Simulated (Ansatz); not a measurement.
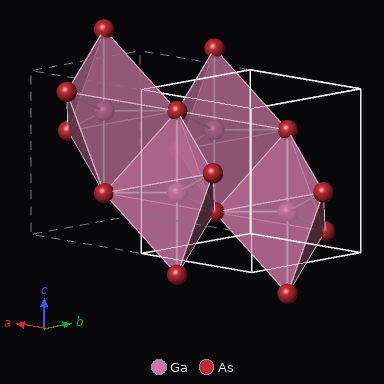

The image is a polyhedral drawing of a crystal, viewed from a general direction. 2×1×1 cells are drawn; the solid outline is the conventional unit cell. A few atoms beyond the faces are included.

GaAs, space group P6_3/mmc (No. 194), a = 4.25 Å, b = 4.25 Å, c = 5.77 Å, α = 90.00°, β = 90.00°, γ = 120.00°.

Method used: DFT, HSE06, plane waves, PAW (Ansatz). It ran with an energy cutoff of 420 eV, the zone sampled with 6×6×2 points, Fermi-Dirac smearing of 0.02 eV, no spin polarisation.

> How large a gap does the method give, if there is one?

A metal: bands cross the Fermi level.

> Under what pressure is the structure?

The computed pressure is 0.6 GPa (compressed: it would expand). The stress isn't hydrostatic: its largest component is 3.7 GPa.

It goes back to a structure type filled with these elements by a generator (whether the compound takes this form wasn't checked). Earlier steps of the study, as a rule a relaxation of our own, may have changed the cell and positions, so they can lie some per cent off the listed ones. Ansatz was used for an electronic-structure calculation on it.
